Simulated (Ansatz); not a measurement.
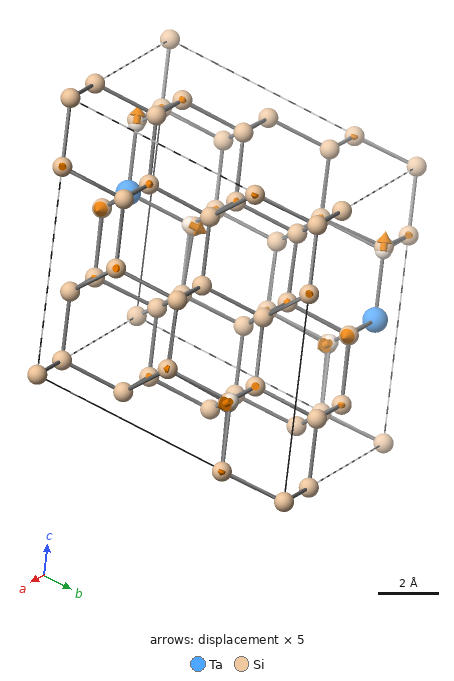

This is a relaxation of a defect cell of composition TaSi$_{31}$. The starting structure is drawn faded, the final one solid; orange arrows show the displacements, magnified 5 times.

The picture is a ball-and-stick view of the cell of the calculation, seen slightly off an axis.

All numbers below come from DFT PBEsol, scalar-relativistic, plane waves, PAW in Ansatz 0.2.0. (plane-wave cutoff 420 eV; k-point mesh 2 × 2 × 2; occupations gaussian; smearing width 0.02 eV; mesh shifted by (0.5, 0.5, 0.5); collinear spin; atoms relaxed in a fixed cell; force threshold 0.03 eV/Å; at most 40 steps)

### Which element moves most?

Silicon: up to 0.13 Å, against 0.00 Å for tantalum.

### What happened in the run?

The largest moves, 0.13 Å, are those of Si atoms. Ta stays in place. The cell stays as it was. Near-neighbour distances that change, for instance: Si–Ta 2.353 → 2.486 Å, Si–Si 2.353 → 2.341 Å. Among the angles between lasting bonds that change: Si–Si–Si 109.5° → 106.2°, Ta–Si–Si 109.5° → 106.7°, Si–Si–Si 109.5° → 112.1°. After 2 geometry steps the energy has fallen by 0.555 eV per cell of the calculation. Largest force component: 1.2 eV/Å at the start, 0.015 eV/Å at the end.
